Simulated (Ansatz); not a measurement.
The cell of Na2S (Fm-3m). Origin of the cell: coordinates from a relaxation with DFT, PAW plane waves, r2scan in Ansatz 0.2.0.

```yaml
crystal:
  lattice:
    - [6.51073, 0.00000, 0.00000]
    - [0.00000, 6.51073, 0.00000]
    - [0.00000, 0.00000, 6.51073]
  atoms:
    - { symbol: S, position: [0.00000, 0.00000, 0.00000] }
    - { symbol: Na, position: [0.25000, 0.75000, 0.75000] }
    - { symbol: Na, position: [0.25000, 0.25000, 0.75000] }
    - { symbol: S, position: [0.00000, 0.50000, 0.50000] }
    - { symbol: Na, position: [0.25000, 0.25000, 0.25000] }
    - { symbol: Na, position: [0.25000, 0.75000, 0.25000] }
    - { symbol: S, position: [0.50000, 0.00000, 0.50000] }
    - { symbol: Na, position: [0.75000, 0.75000, 0.25000] }
    - { symbol: Na, position: [0.75000, 0.25000, 0.25000] }
    - { symbol: S, position: [0.50000, 0.50000, 0.00000] }
    - { symbol: Na, position: [0.75000, 0.25000, 0.75000] }
    - { symbol: Na, position: [0.75000, 0.75000, 0.75000] }
```

At each point the valence sum V of a Na+ ion is computed from the anions within 5 Å (s = exp((R0 − d)/b), R0 fitted to published crystal structures with b = 0.37 Å; R0: Na+–S 2.286 Å). The other Na+ ions are ignored. This is an empirical screen for pathways, not an energy calculation.

**Along which directions could Na+ move by this screen (counting the regions that come within 0.6 Å of a Na site)?**

From a mismatch of about 0.10 v.u. the regions form a three-dimensional network. These are grid estimates, good to about 0.1 v.u.

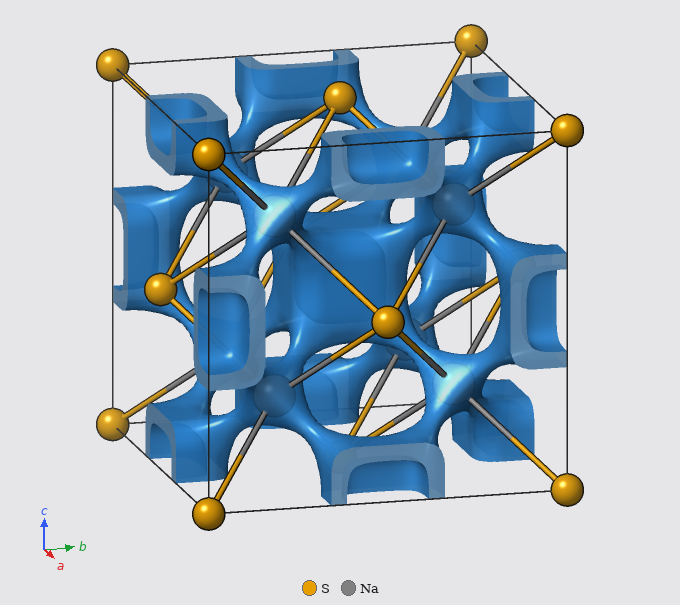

Bond-valence mismatch map for Na+ in Na$_{2}$S (Fm-3m, No. 225): the blue surface encloses the points where |V − 1| < 0.2 v.u. (1×1×1 cells, view slightly off an axis). Pale faces close the region where the drawn box cuts it. At this level they form a three-dimensional network.

**What is the valence sum at the Na sites themselves?**

0.95 v.u., against the formal 1.
